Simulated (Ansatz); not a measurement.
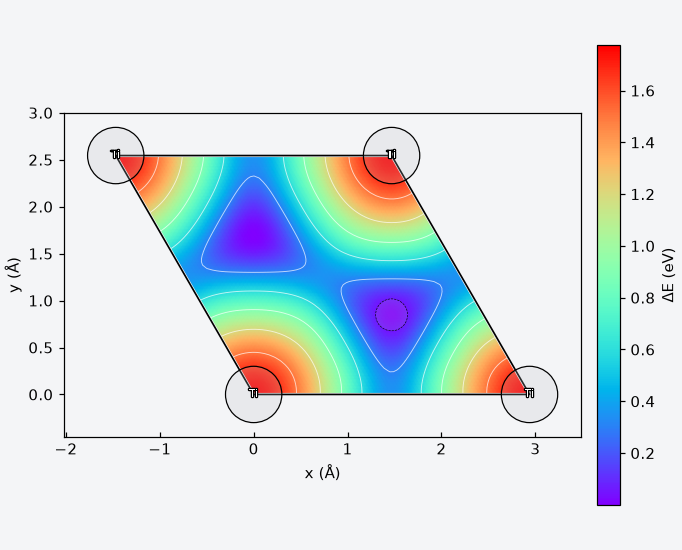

H on a Ti(001) slab cut from the P6_3/mmc phase, its upper half relaxed before the scan (5 atoms of substrate and one adsorbate in a 1 × 1 cell). 
- H is moved over the surface cell; relaxed at each place: the height of the adsorbate's atoms; substrate rigid; the origin of the map has the adsorbate above Ti5.
- Places are given modulo a cell vector. The map is drawn in real space over the plane of the surface.
- The scan uses a 6 × 6 grid; 10 points were computed and 26 follow by symmetry.
- Energies are in eV, from the lowest grid point.
- With one adsorbate in each 1 × 1 cell, its nearest image is 2.9 Å away, so neighbouring adsorbates interact.
- The calculation used DFT PBE, scalar-relativistic, plane waves, PAW (Ansatz 0.2.0). Settings: cutoff 420 eV, k-mesh 9×9×1, gaussian smearing 0.1 eV, no spin polarisation.

The picture shows a smooth colour map with a few white contour lines, labelled circles for the atoms of the top layer and small ones for the second layer, the outline of one cell of the plane. Between grid points the surface is interpolated.

The lowest grid point is at a threefold hollow, (2/6, 4/6) of the cell vectors. There is a further well near a threefold hollow over a second-layer Ti atom, (4/6, 2/6) of the cell vectors (0.0015 eV above the lowest at that grid point). The highest grid point, the top site over a surface Ti atom, (0/6, 0/6) of the cell vectors, lies 1.78 eV above the lowest. On the interpolated surface the easiest way out of the lowest well to a well of about the same depth near a threefold hollow over a second-layer Ti atom, (4/6, 2/6) of the cell vectors passes a barrier of about 0.35 eV. At the lowest point the adsorbate has 3 Ti at 1.98 Å as nearest neighbours, at the highest 1 Ti at 1.77 Å. Its relaxed height above the top atom is 1.02 Å at the lowest and 1.77 Å at the highest point.

H is replaced by O; all else is set up alike. With one adsorbate in each 1 × 1 cell, its nearest image is 2.9 Å away, so neighbouring adsorbates interact. The runs have no spin polarisation; a magnetic state may lie lower.

Question: How does the landscape change?

Answer: The lowest place stays at a threefold hollow, (2/6, 4/6) of the cell vectors. The span from the lowest to the highest grid point grows from 1.78 to 2.58 eV. The easiest pass out of the lowest well goes from about 0.35 to about 0.58 eV on the interpolated surfaces. Higher wells of the new map: a threefold hollow over a second-layer Ti atom, (4/6, 2/6) of the cell vectors, 0.18 eV up (that grid point lay 0.0015 eV up before). In the new map: at the lowest point the adsorbate has 3 Ti at 1.92 Å as nearest neighbours, at the highest 1 Ti at 1.61 Å. Its relaxed height above the top atom is 0.91 Å at the lowest and 1.61 Å at the highest point.

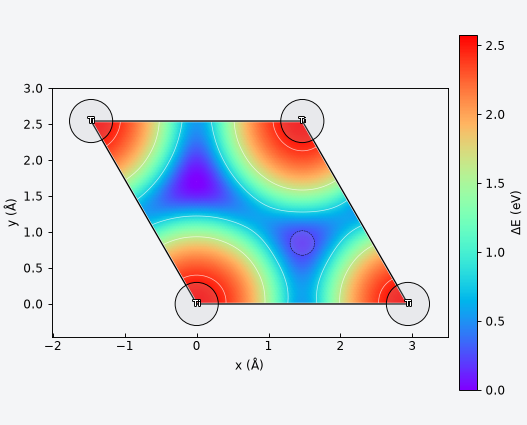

The map after the change, on a colour scale of its own. In the figure: a smooth colour map with a few white contour lines, labelled circles for the atoms of the top layer and small ones for the second layer, the outline of one cell of the plane. Between grid points the surface is interpolated.

PAW datasets: the set soft_1.
